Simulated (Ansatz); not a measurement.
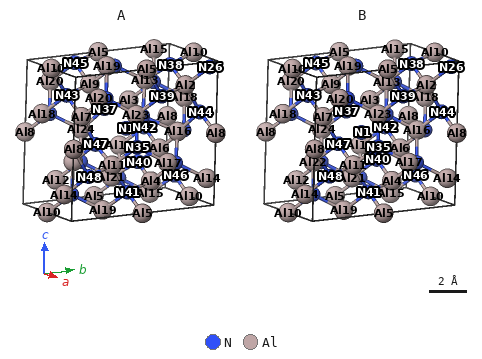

Two geometries of a defect cell of composition Al23N25, drawn at one scale. One is the start of a relaxation, the other its converged end. The picture is a ball-and-stick view of the cell of the calculation (origin shifted), seen slightly off an axis.

Theory: Ansatz, DFT PBE, scalar-relativistic, plane waves, PAW. Settings: plane-wave cutoff 420 eV; k-point mesh 2 × 2 × 2; occupations gaussian; smearing width 0.01 eV; mesh shifted by (0.5, 0.5, 0.5); no spin polarisation; atoms relaxed in a fixed cell; force threshold 0.025 eV/Å; at most 45 steps.

Q: Which one is relaxed?

A: Structure A is the relaxed one. Case: N on a Al site (b), charge +0, atoms relaxed at the host's cell. The atom that moves furthest is an N atom (0.43 Å along [1 1 1]). By element the largest moves are N 0.43 Å, Al 0.13 Å. The lattice vectors keep their values. Some distances before and after: N–N 1.915 → 1.282 Å, N–N 1.902 → 2.246 Å, Al–N 1.902 → 2.091 Å, Al–N 1.902 → 1.838 Å. New bonds form: N–N (1.91 → 1.28 Å). Bond angles that change, for instance: Al–N–Al 110.7° → 118.2°, N–Al–N 108.2° → 115.6°, Al–N–Al 108.2° → 114.4°. Over 11 accepted moves (13 points after the start) the energy falls by 0.612 eV per cell of the calculation. Largest force component: 0.44 eV/Å at the start, 0.012 eV/Å at the end. The line search rejected the trial step at point 6 of the run. 1 step only repeated the SCF at the same geometry.

Limits of the set-up: the periodic images lie only 8.0 Å apart, so the values are limited by the cell's size.
